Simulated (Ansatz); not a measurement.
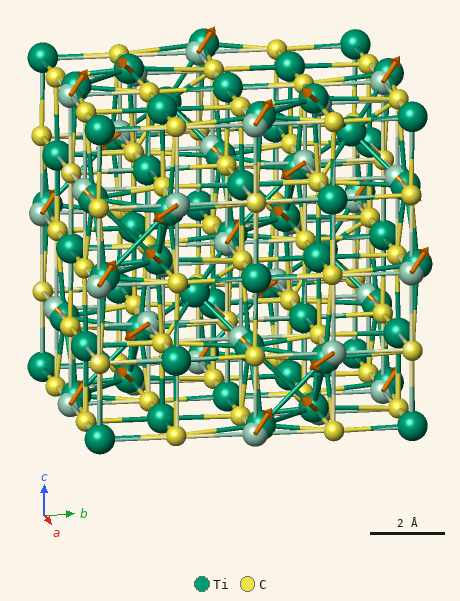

A relaxation of a defect cell of composition Ti9C8 (coarse preliminary run). The starting structure is drawn faded, the final one solid; orange arrows show the displacements, magnified 3 times.

Style: ball-and-stick. Shown: the conventional cell (4 times the calculation's cell) (origin shifted), slightly off an axis. Lengths and directions refer to the drawn axes.

Case: Ti interstitial, charge +0, atoms relaxed at the host's cell.

Level of theory: DFT PBE, scalar-relativistic, plane waves, PAW in Ansatz 0.2.0.

Input file:
```yaml
crystal:
  lattice:
    - [0.0, 4.3327798708, -4.3327798708]
    - [4.3327798708, 4.3327798708, 0.0]
    - [4.3327798708, 0.0, -4.3327798708]
  atoms:
    - { symbol: Ti, position: [0.0, 0.0, 0.5] }
    - { symbol: Ti, position: [0.0, 0.5, 0.5] }
    - { symbol: Ti, position: [0.5, 0.0, 0.5] }
    - { symbol: Ti, position: [0.5, 0.5, 0.5] }
    - { symbol: Ti, position: [0.0, 0.0, 1.0] }
    - { symbol: Ti, position: [0.0, 0.5, 1.0] }
    - { symbol: Ti, position: [0.5, 0.0, 1.0] }
    - { symbol: Ti, position: [0.5, 0.5, 1.0] }
    - { symbol: C, position: [0.25, 0.75, 0.25] }
    - { symbol: C, position: [0.25, 0.25, 0.25] }
    - { symbol: C, position: [0.75, 0.75, 0.25] }
    - { symbol: C, position: [0.75, 0.25, 0.25] }
    - { symbol: C, position: [0.25, 0.75, 0.75] }
    - { symbol: C, position: [0.25, 0.25, 0.75] }
    - { symbol: C, position: [0.75, 0.75, 0.75] }
    - { symbol: C, position: [0.75, 0.25, 0.75] }
    - { symbol: Ti, position: [0.875, 0.375, 0.875] }
basis:
  ecutwfc: 420
  xc_grid: 2
kpoints:
  mp_grid: { grid: [1, 1, 1], shift: [0.0, 0.0, 0.0] }
hamiltonian:
  xc: pbe
scf:
  occupations: { method: gaussian, width: 0.1 }
output:
  forces: true
  stress: false
  eigenvalues: true
relax:
  adjacent_minimum: "off"
  f_tol: 0.025
  max_steps: 45
```

Launched with:
```bash
ansatz run input.yaml --threads 4 --pin off --max-ram 10240MiB --backend cpu --events-out ev --progress --plain --runs-dir out
```

### Describe the change and its energy.

The largest moves, 0.33 Å, are those of Ti2, Ti5, Ti6 and Ti8. Ti2 goes along [−1 1 1]. Largest moves by element: Ti 0.33 Å, C 0.05 Å. The cell doesn't change. Some distances before and after: Ti2–Ti5 3.064 → 3.601 Å, Ti2–Ti5 (another image) 3.064 → 2.526 Å, Ti2–Ti17 1.876 → 2.205 Å, Ti2–C14 2.166 → 2.395 Å. New bonds form, among them: Ti2–Ti5 (3.06 → 2.53 Å), Ti2–Ti6 (3.06 → 2.53 Å), Ti2–Ti8 (3.06 → 2.53 Å), Ti5–Ti6 (3.06 → 2.53 Å). Among the angles between lasting bonds that change: Ti2–C11–Ti5 90.0° → 77.9°, Ti2–C11–Ti7 180.0° → 170.3°, Ti2–C11–Ti3 90.0° → 94.6°. After 5 geometry steps the energy has fallen by 9.845 eV per cell of the calculation. Largest force component: 7.4 eV/Å at the start, 0.024 eV/Å at the end.

Limits of the set-up: the k-point mesh is coarse for a cell with partly filled bands; the periodic images lie only 6.1 Å apart, so the values are limited by the cell's size.
